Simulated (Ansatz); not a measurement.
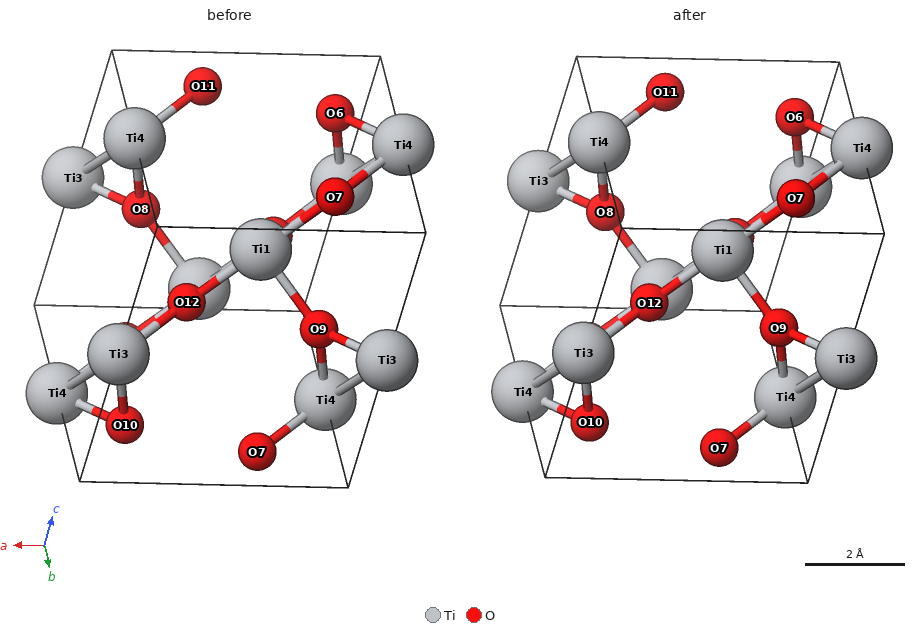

Left: crystalline TiO2. Right: the same structure after one change, at the same scale. A ball-and-stick model of the cell of the calculation, seen from a free direction.

The calculation used DFT PBE, scalar-relativistic, plane waves, PAW (Ansatz). (plane-wave cutoff 420 eV; k-point mesh 6 × 6 × 6; occupations gaussian; smearing width 0.02 eV; no spin polarisation)

Which change leads from the left to the right?

Answer. The volume is changed by −6.0 %. The cell's shape and the atoms are relaxed at that volume.

And its effect?

Answer. Cell: a = b = c 5.509 → 5.393 Å (−2.1 %), α 114.9° → 114.2°, β 106.8° → 107.1°, γ 106.8° → 107.1°. Volume −6.0 %. The largest moves relative to the cell, 0.014 Å, are those of O atoms. Ti stays in place. Some distances before and after: O–Ti 2.004 → 1.941 Å, Ti–Ti 2.964 → 2.928 Å, O–Ti 1.958 → 1.933 Å. The space group stays P4_2/mnm (No. 136). The energy rises by 27.6 meV per atom. Pressure: 0.0 GPa before, 14.7 GPa after. The gap on the k-mesh: 1.86 eV before, 1.91 eV after.
